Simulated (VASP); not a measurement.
Geometry relaxation, with input and output: MoH6 (part 2 of 5)

The same run, continued: MoH6 (14 atoms in the cell); Kohn-Sham DFT of a periodic cell, PBE, VASP PAW PBE potentials, recommended, no spin polarisation (VASP 6.6.1); cutoff 520 eV, 12×12×2 k-mesh, Gaussian smearing of 0.1 eV. The structure was built on a prototype by a generator; it need not be a known phase.

Geometry of the input (Å; fractional positions):
```
2.8072  0.0000  0.0000
-1.4036  2.4311  0.0000
0.0000  0.0000  20.0150
H  0.0000  0.0000  0.8896
H  0.0000  0.0000  0.1104
H  0.6667  0.3333  0.6455
H  0.6667  0.3333  0.6080
H  0.3333  0.6667  0.7717
H  0.3333  0.6667  0.7341
H  0.0000  0.0000  0.4812
H  0.0000  0.0000  0.5188
H  0.6667  0.3333  0.2283
H  0.6667  0.3333  0.2659
H  0.3333  0.6667  0.3545
H  0.3333  0.6667  0.3920
Mo 0.6667  0.3333  0.9419
Mo 0.3333  0.6667  0.0581
```

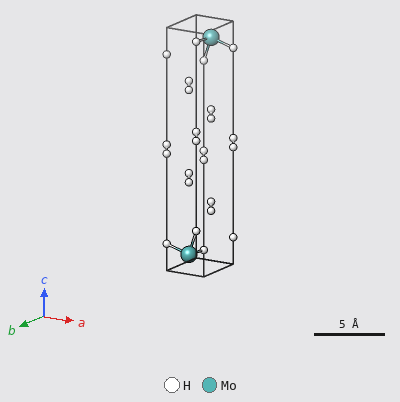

*The starting structure (ball-and-stick view of the cell of the calculation, seen at an oblique angle).*

### OSZICAR, continued
```
DAV:   1    -0.613642206988E+02   -0.93636E-02   -0.44964E-01  2272   0.504E+00    0.501E-01
DAV:   2    -0.613567852466E+02    0.74355E-02   -0.21773E-02  2252   0.100E+00    0.186E-01
DAV:   3    -0.613556555265E+02    0.11297E-02   -0.45387E-03  2448   0.405E-01    0.122E-01
DAV:   4    -0.613556375357E+02    0.17991E-04   -0.24757E-04  2476   0.100E-01    0.668E-02
DAV:   5    -0.613555922181E+02    0.45318E-04   -0.12961E-04  2648   0.676E-02    0.697E-03
DAV:   6    -0.613555897629E+02    0.24553E-05   -0.22523E-05  2476   0.225E-02    0.550E-03
DAV:   7    -0.613555846359E+02    0.51269E-05   -0.41619E-06  2376   0.154E-02    0.237E-03
DAV:   8    -0.613555829914E+02    0.16445E-05   -0.22406E-06  2320   0.104E-02    0.223E-03
DAV:   9    -0.613555827901E+02    0.20124E-06   -0.11367E-06  1916   0.670E-03
  21 F= -.61355583E+02 E0= -.61349681E+02  d E =-.188547E-02
       N       E                     dE             d eps       ncg     rms          rms(c)
DAV:   1    -0.613562439700E+02   -0.66098E-03   -0.33000E-02  2276   0.136E+00    0.135E-01
DAV:   2    -0.613557042163E+02    0.53975E-03   -0.15891E-03  2260   0.271E-01    0.506E-02
DAV:   3    -0.613556209651E+02    0.83251E-04   -0.33451E-04  2456   0.110E-01    0.333E-02
DAV:   4    -0.613556187264E+02    0.22387E-05   -0.19959E-05  2468   0.287E-02    0.165E-02
DAV:   5    -0.613556155822E+02    0.31442E-05   -0.93085E-06  2340   0.182E-02    0.174E-03
DAV:   6    -0.613556154156E+02    0.16659E-06   -0.15385E-06  1900   0.640E-03
  22 F= -.61355615E+02 E0= -.61349690E+02  d E =-.191810E-02
       N       E                     dE             d eps       ncg     rms          rms(c)
DAV:   1    -0.613583314644E+02   -0.27159E-02   -0.13592E-01  2264   0.298E+00    0.292E-01
DAV:   2    -0.613565532864E+02    0.17782E-02   -0.63588E-03  2252   0.579E-01    0.887E-02
DAV:   3    -0.613563282987E+02    0.22499E-03   -0.10120E-03  2456   0.200E-01    0.729E-02
DAV:   4    -0.613563264058E+02    0.18929E-05   -0.60689E-05  2476   0.508E-02    0.309E-02
DAV:   5    -0.613563103407E+02    0.16065E-04   -0.47472E-05  2552   0.449E-02    0.435E-03
DAV:   6    -0.613563098906E+02    0.45003E-06   -0.56701E-06  2364   0.124E-02
  23 F= -.61356310E+02 E0= -.61350408E+02  d E =-.694475E-03
       N       E                     dE             d eps       ncg     rms          rms(c)
DAV:   1    -0.613761586469E+02   -0.19848E-01   -0.12217E+00  2264   0.896E+00    0.870E-01
DAV:   2    -0.613602216392E+02    0.15937E-01   -0.57361E-02  2248   0.174E+00    0.265E-01
DAV:   3    -0.613582315689E+02    0.19901E-02   -0.91002E-03  2452   0.600E-01    0.218E-01
DAV:   4    -0.613582363085E+02   -0.47396E-05   -0.47918E-04  2468   0.143E-01    0.102E-01
DAV:   5    -0.613581167587E+02    0.11955E-03   -0.40467E-04  2596   0.129E-01    0.145E-02
DAV:   6    -0.613581124461E+02    0.43126E-05   -0.50031E-05  2784   0.372E-02    0.101E-02
DAV:   7    -0.613581025934E+02    0.98528E-05   -0.58553E-06  2388   0.198E-02    0.363E-03
DAV:   8    -0.613580990738E+02    0.35196E-05   -0.35552E-06  2384   0.135E-02    0.379E-03
DAV:   9    -0.613580983226E+02    0.75115E-06   -0.26757E-06  2312   0.113E-02
  24 F= -.61358098E+02 E0= -.61352261E+02  d E =-.248291E-02
       N       E                     dE             d eps       ncg     rms          rms(c)
DAV:   1    -0.614310043722E+02   -0.72905E-01   -0.48632E+00  2268   0.179E+01    0.171E+00
DAV:   2    -0.613686154735E+02    0.62389E-01   -0.23024E-01  2252   0.347E+00    0.526E-01
DAV:   3    -0.613608597020E+02    0.77558E-02   -0.36203E-02  2452   0.119E+00    0.435E-01
DAV:   4    -0.613608744606E+02   -0.14759E-04   -0.15382E-03  2464   0.259E-01    0.233E-01
DAV:   5    -0.613604499568E+02    0.42450E-03   -0.15170E-03  2596   0.245E-01    0.340E-02
DAV:   6    -0.613604320555E+02    0.17901E-04   -0.19619E-04  2776   0.757E-02    0.185E-02
DAV:   7    -0.613603939098E+02    0.38146E-04   -0.23943E-05  2524   0.386E-02    0.726E-03
DAV:   8    -0.613603787643E+02    0.15145E-04   -0.13567E-05  2384   0.267E-02    0.723E-03
DAV:   9    -0.613603735758E+02    0.51886E-05   -0.12820E-05  2368   0.246E-02    0.284E-03
DAV:  10    -0.613603742968E+02   -0.72104E-06   -0.77851E-06  2016   0.117E-02
  25 F= -.61360374E+02 E0= -.61354665E+02  d E =-.475888E-02
       N       E                     dE             d eps       ncg     rms          rms(c)
DAV:   1    -0.616287642753E+02   -0.26839E+00   -0.19268E+01  2272   0.358E+01    0.332E+00
DAV:   2    -0.613923022593E+02    0.23646E+00   -0.93498E-01  2256   0.691E+00    0.105E+00
DAV:   3    -0.613616229554E+02    0.30679E-01   -0.14387E-01  2464   0.239E+00    0.851E-01
DAV:   4    -0.613616003013E+02    0.22654E-04   -0.49737E-03  2468   0.469E-01    0.510E-01
DAV:   5    -0.613599538119E+02    0.16465E-02   -0.60122E-03  2628   0.466E-01    0.853E-02
DAV:   6    -0.613598519172E+02    0.10189E-03   -0.72469E-04  2740   0.156E-01    0.356E-02
DAV:   7    -0.613596666430E+02    0.18527E-03   -0.12013E-04  2732   0.825E-02    0.152E-02
DAV:   8    -0.613595955552E+02    0.71088E-04   -0.59557E-05  2556   0.537E-02    0.142E-02
DAV:   9    -0.613595633391E+02    0.32216E-04   -0.64526E-05  2340   0.547E-02    0.707E-03
DAV:  10    -0.613595661126E+02   -0.27735E-05   -0.34934E-05  2392   0.250E-02    0.583E-03
DAV:  11    -0.613595666364E+02   -0.52377E-06   -0.22361E-06  1636   0.592E-03
  26 F= -.61359567E+02 E0= -.61354074E+02  d E =-.395122E-02
       N       E                     dE             d eps       ncg     rms          rms(c)
DAV:   1    -0.614530537978E+02   -0.93488E-01   -0.65194E+00  2296   0.205E+01    0.202E+00
DAV:   2    -0.613714424690E+02    0.81611E-01   -0.30517E-01  2248   0.403E+00    0.607E-01
DAV:   3    -0.613612538415E+02    0.10189E-01   -0.46249E-02  2464   0.134E+00    0.515E-01
DAV:   4    -0.613616463027E+02   -0.39246E-03   -0.37588E-03  2408   0.398E-01    0.157E-01
DAV:   5    -0.613609338935E+02    0.71241E-03   -0.28396E-03  2552   0.351E-01    0.248E-02
DAV:   6    -0.613609061760E+02    0.27718E-04   -0.22680E-04  2764   0.824E-02    0.265E-02
DAV:   7    -0.613608712375E+02    0.34939E-04   -0.27305E-05  2512   0.415E-02    0.832E-03
DAV:   8    -0.613608578883E+02    0.13349E-04   -0.17442E-05  2376   0.289E-02    0.875E-03
DAV:   9    -0.613608539180E+02    0.39703E-05   -0.11060E-05  2424   0.220E-02    0.181E-03
DAV:  10    -0.613608546177E+02   -0.69967E-06   -0.77906E-06  1836   0.106E-02
  27 F= -.61360855E+02 E0= -.61355254E+02  d E =-.523920E-02
       N       E                     dE             d eps       ncg     rms          rms(c)
DAV:   1    -0.613768725083E+02   -0.16019E-01   -0.54629E-01  2392   0.576E+00    0.845E-01
DAV:   2    -0.613633711617E+02    0.13501E-01   -0.36260E-02  2356   0.134E+00    0.219E-01
DAV:   3    -0.613621174497E+02    0.12537E-02   -0.61795E-03  2560   0.486E-01    0.189E-01
DAV:   4    -0.613621174651E+02   -0.15350E-07   -0.40288E-04  2436   0.131E-01    0.575E-02
DAV:   5    -0.613620267483E+02    0.90717E-04   -0.32997E-04  2524   0.120E-01    0.899E-03
DAV:   6    -0.613620204064E+02    0.63419E-05   -0.26656E-05  2628   0.287E-02    0.730E-03
DAV:   7    -0.613620131818E+02    0.72246E-05   -0.46702E-06  2484   0.171E-02    0.396E-03
DAV:   8    -0.613620117541E+02    0.14277E-05   -0.26288E-06  2328   0.104E-02    0.291E-03
DAV:   9    -0.613620115950E+02    0.15913E-06   -0.12323E-06  2076   0.824E-03
  28 F= -.61362012E+02 E0= -.61356337E+02  d E =-.115698E-02
       N       E                     dE             d eps       ncg     rms          rms(c)
DAV:   1    -0.613820932162E+02   -0.20081E-01   -0.72283E-01  2380   0.663E+00    0.969E-01
DAV:   2    -0.613642193156E+02    0.17874E-01   -0.47915E-02  2344   0.154E+00    0.251E-01
DAV:   3    -0.613625769341E+02    0.16424E-02   -0.81254E-03  2556   0.556E-01    0.217E-01
DAV:   4    -0.613625775625E+02   -0.62841E-06   -0.51366E-04  2432   0.147E-01    0.675E-02
DAV:   5    -0.613624607354E+02    0.11683E-03   -0.42410E-04  2524   0.136E-01    0.102E-02
DAV:   6    -0.613624522385E+02    0.84969E-05   -0.34600E-05  2768   0.327E-02    0.823E-03
DAV:   7    -0.613624425723E+02    0.96662E-05   -0.63190E-06  2548   0.195E-02    0.457E-03
DAV:   8    -0.613624404774E+02    0.20950E-05   -0.35012E-06  2372   0.121E-02    0.334E-03
DAV:   9    -0.613624401731E+02    0.30423E-06   -0.18833E-06  2252   0.975E-03
  29 F= -.61362440E+02 E0= -.61356663E+02  d E =-.158556E-02
       N       E                     dE             d eps       ncg     rms          rms(c)
DAV:   1    -0.613725728026E+02   -0.10132E-01   -0.26824E-01  2464   0.397E+00    0.712E-01
DAV:   2    -0.613636540971E+02    0.89187E-02   -0.23154E-02  2452   0.105E+00    0.170E-01
DAV:   3    -0.613629403773E+02    0.71372E-03   -0.36782E-03  2584   0.377E-01    0.145E-01
DAV:   4    -0.613629407825E+02   -0.40521E-06   -0.31587E-04  2452   0.113E-01    0.349E-02
DAV:   5    -0.613628876293E+02    0.53153E-04   -0.22934E-04  2536   0.102E-01    0.115E-02
DAV:   6    -0.613628816169E+02    0.60124E-05   -0.15420E-05  2600   0.262E-02    0.337E-03
DAV:   7    -0.613628779394E+02    0.36775E-05   -0.36515E-06  2500   0.134E-02    0.262E-03
DAV:   8    -0.613628776333E+02    0.30609E-06   -0.24618E-06  2012   0.835E-03
  30 F= -.61362878E+02 E0= -.61356926E+02  d E =-.437460E-03
       N       E                     dE             d eps       ncg     rms          rms(c)
DAV:   1    -0.613629243400E+02   -0.46401E-04   -0.12162E-03  2508   0.267E-01    0.482E-02
DAV:   2    -0.613628825774E+02    0.41763E-04   -0.10787E-04  2464   0.716E-02    0.115E-02
DAV:   3    -0.613628798383E+02    0.27391E-05   -0.16852E-05  2552   0.256E-02    0.968E-03
DAV:   4    -0.613628809106E+02   -0.10723E-05   -0.14514E-06  1844   0.765E-03    0.238E-03
DAV:   5    -0.613628808886E+02    0.22003E-07   -0.10296E-06  1668   0.709E-03
  31 F= -.61362881E+02 E0= -.61356941E+02  d E =-.440715E-03
```

### Parts of OUTCAR
```
PREC = Accurate
   ENCUT = 520
   EDIFF = 1E-6
   ISMEAR = 0
   LREAL = False
   LASPH = True
   NELM = 120
   ISIF = 3
   GGA = PE
   IBRION = 2
   NSW = 90
   EDIFFG = -0.01

 ion  position               nearest neighbor table
   1  0.000  0.000  0.890-  13 1.93  13 1.93  13 1.93
   2  0.000  0.000  0.110-  14 1.93  14 1.93  14 1.93
   3  0.667  0.333  0.646-   4 0.75
   4  0.667  0.333  0.608-   3 0.75
   5  0.333  0.667  0.772-   6 0.75
   6  0.333  0.667  0.734-   5 0.75
   7  0.000  0.000  0.481-   8 0.75
   8  0.000  0.000  0.519-   7 0.75
   9  0.667  0.333  0.228-  10 0.75
  10  0.667  0.333  0.266-   9 0.75
  11  0.333  0.667  0.354-  12 0.75
  12  0.333  0.667  0.392-  11 0.75
  13  0.667  0.333  0.942-   1 1.93   1 1.93   1 1.93  14 2.83  14 2.83  14 2.83
  14  0.333  0.667  0.058-   2 1.93   2 1.93   2 1.93  13 2.83  13 2.83  13 2.83

  LATTYP: Found a hexagonal cell.
 ALAT       =     2.8071538900
 C/A-ratio  =     7.1299974224

  Lattice vectors:

 A1 = (   2.8071538900,   0.0000000000,   0.0000000000)
 A2 = (  -1.4035769500,   2.4310665800,   0.0000000000)
 A3 = (   0.0000000000,   0.0000000000,  20.0150000000)

Analysis of symmetry for initial positions (statically):
=====================================================================
 Subroutine PRICEL returns:
 Original cell was already a primitive cell.

 Routine SETGRP: Setting up the symmetry group for a
 hexagonal supercell.

 Subroutine GETGRP returns: Found 12 space group operations
 (whereof 12 operations were pure point group operations)
 out of a pool of 24 trial point group operations.

The static configuration has the point symmetry D_3d.

Analysis of symmetry for dynamics (positions and initial velocities):
=====================================================================
 Subroutine PRICEL returns:
 Original cell was already a primitive cell.

 Routine SETGRP: Setting up the symmetry group for a
 hexagonal supercell.

 Subroutine GETGRP returns: Found 12 space group operations
 (whereof 12 operations were pure point group operations)
 out of a pool of 24 trial point group operations.

The dynamic configuration has the point symmetry D_3d.

 Subroutine INISYM returns: Found 12 space group operations
 (whereof 12 operations are pure point group operations),
 and found     1 'primitive' translations

----------------------------------------------------------------------------------------

                                     Primitive cell

  volume of cell :     136.5899

  direct lattice vectors                    reciprocal lattice vectors
     2.807153890  0.000000000  0.000000000     0.356232697  0.205671044  0.000000000
    -1.403576950  2.431066580  0.000000000     0.000000000  0.411342087  0.000000000
     0.000000000  0.000000000 20.015000000     0.000000000  0.000000000  0.049962528

  length of vectors
     2.807153890  2.807153892 20.015000000     0.411342087  0.411342087  0.049962528

  position of ions in fractional coordinates (direct lattice)
     0.000000000  0.000000000  0.889632780
     0.000000000  0.000000000  0.110367220
     0.666666670  0.333333330  0.645515860
     0.666666670  0.333333330  0.608043970
     0.333333330  0.666666670  0.771671250
     0.333333330  0.666666670  0.734149390
     0.000000000  0.000000000  0.481239070
     0.000000000  0.000000000  0.518760930
     0.666666670  0.333333330  0.228328750
     0.666666670  0.333333330  0.265850610
     0.333333330  0.666666670  0.354484140
     0.333333330  0.666666670  0.391956030
     0.666666670  0.333333330  0.941893580
     0.333333330  0.666666670  0.058106420

  ion indices of the primitive-cell ions
   primitive index   ion index
                 1           1
                 2           2
                 3           3
                 4           4
                 5           5
                 6           6
                 7           7
                 8           8
                 9           9
                10          10
                11          11
                12          12
                13          13
                14          14

----------------------------------------------------------------------------------------

 KPOINTS: Automatic mesh

Automatic generation of k-mesh.
 Grid dimensions read from file:
 generate k-points for:   12   12    2

 Generating k-lattice:

  Cartesian coordinates                     Fractional coordinates (reciprocal lattice)
     0.029686058  0.017139254  0.000000000     0.083333333 -0.000000000  0.000000000
     0.000000000  0.034278507  0.000000000     0.000000000  0.083333333  0.000000000
     0.000000000  0.000000000  0.024981264     0.000000000  0.000000000  0.500000000

  Length of vectors
     0.034278507  0.034278507  0.024981264

  Shift w.r.t. Gamma in fractional coordinates (k-lattice)
     0.000000000  0.000000000  0.000000000

 Subroutine IBZKPT returns following result:
 ===========================================

 Found     38 irreducible k-points:

 Following reciprocal coordinates:
            Coordinates               Weight
  0.000000  0.000000  0.000000      1.000000
  0.083333  0.000000  0.000000      6.000000
  0.166667 -0.000000  0.000000      6.000000
  0.250000 -0.000000  0.000000      6.000000
  0.333333 -0.000000  0.000000      6.000000
  0.416667  0.000000  0.000000      6.000000
  0.500000 -0.000000  0.000000      3.000000
  0.083333  0.083333  0.000000      6.000000
  0.166667  0.083333  0.000000     12.000000
  0.250000  0.083333  0.000000     12.000000
  0.333333  0.083333  0.000000     12.000000
  0.416667  0.083333  0.000000     12.000000
  0.166667  0.166667  0.000000      6.000000
  0.250000  0.166667  0.000000     12.000000
  0.333333  0.166667  0.000000     12.000000
  0.416667  0.166667  0.000000      6.000000
  0.250000  0.250000  0.000000      6.000000
  0.333333  0.250000  0.000000     12.000000
  0.333333  0.333333  0.000000      2.000000
  0.000000  0.000000  0.500000      1.000000
  0.083333  0.000000  0.500000      6.000000
  0.166667 -0.000000  0.500000      6.000000
  0.250000 -0.000000  0.500000      6.000000
  0.333333 -0.000000  0.500000      6.000000
 [... further k-points ...]
   k-points           NKPTS =     38   k-points in BZ     NKDIM =     38   number of bands    NBANDS=     28
   number of dos      NEDOS =    301   number of ions     NIONS =     14
   total plane-waves  NPLWV =  86400
   dimension x,y,z NGX =    24 NGY =   24 NGZ =  150
   dimension x,y,z NGXF=    48 NGYF=   48 NGZF=  300
   ions per type =              12   2
   NGX,Y,Z   is equivalent  to a cutoff of  14.21, 14.21, 12.46 a.u.
   NGXF,Y,Z  is equivalent  to a cutoff of  28.43, 28.43, 24.92 a.u.
 SYSTEM =  unknown system
   PREC   = accura    normal or accurate (medium, high low for compatibility)
   ISTART =      0    job   : 0-new  1-cont  2-samecut
   ICHARG =      2    charge: 1-file 2-atom 10-const
   ISPIN  =      1    spin polarized calculation?
   LNONCOLLINEAR =      F non collinear calculations
   LSORBIT =      F    spin-orbit coupling
   LASPH  =      T    aspherical Exc in radial PAW
   ENCUT  =  520.0 eV  38.22 Ry    6.18 a.u.   5.22  5.22 37.21*2*pi/ulx,y,z
   NELM   =    120;   NELMIN=  2; NELMDL= -5     # of ELM steps
   EDIFF  = 0.1E-05   stopping-criterion for ELM
   LREAL  =      F    real-space projection
   EDIFFG = -.1E-01   stopping-criterion for IOM
   NSW    =     90    number of steps for IOM
   IBRION =      2    ionic relax: 0-MD 1-quasi-New 2-CG
   NFREE  =      1    steps in history (QN), initial steepest desc. (CG)
   ISIF   =      3    stress and relaxation
   ISYM   =      2    0-nonsym 1-usesym 2-fastsym
   POTIM  = 0.5000    time-step for ionic-motion
   TEBEG  =    0.0;   TEEND  =   0.0 temperature during run
   PSTRESS=    0.0 pullay stress
   NELECT =      40.0000    total number of electrons
   NUPDOWN=      -1.0000    fix difference up-down
   EMIN   =  10.00;   EMAX   =-10.00  energy-range for DOS
   EFERMI =   0.00;   METHOD = LEGACY
   ISMEAR =     0;   SIGMA  =   0.10  broadening in eV -4-tet -1-fermi 0-gaus
   EFERMI_NEDOS =   21; number of points for ismear=-14 and -15
   IALGO  =     38    algorithm
   IMIX   =      4    mixing-type and parameters
     AMIX     =   0.40;   BMIX     =  1.00
     AMIX_MAG =   1.60;   BMIX_MAG =  1.00
  volume/ion in A,a.u.               =       9.76        65.84
  Fermi-wavevector in a.u.,A,eV,Ry     =   1.087148  2.054412 16.080595  1.181890
  Thomas-Fermi vector in A             =   2.223301
   LORBIT       =      0    0 simple, 1 ext, 2 COOP (PROOUT), +10 PAW based schemes
   GGA     = PE    functional components
   LHFCALC =     F    Hartree Fock is set to
   AEXX    =    0.0000 exact exchange contribution
   IVDW    =     0    specifies the selected vdW correction
   LEPSILON=     F    determine dielectric tensor
   LRPA    =     F    only Hartree local field effects (RPA)
 conjugate gradient relaxation of ions
 non-spin polarized calculation
 Gauss-broadening in eV      SIGMA  =   0.10
  energy-cutoff  :      520.00
  volume of cell :      136.59
 maximum number of plane-waves:      3724
 NGX is ok and might be reduce to    24
   NGX = 11   NGY = 11   NGZ = 75

--------------------------------------- Ionic step        1  -------------------------------------------

 number of electron      40.0000008 magnetization
```
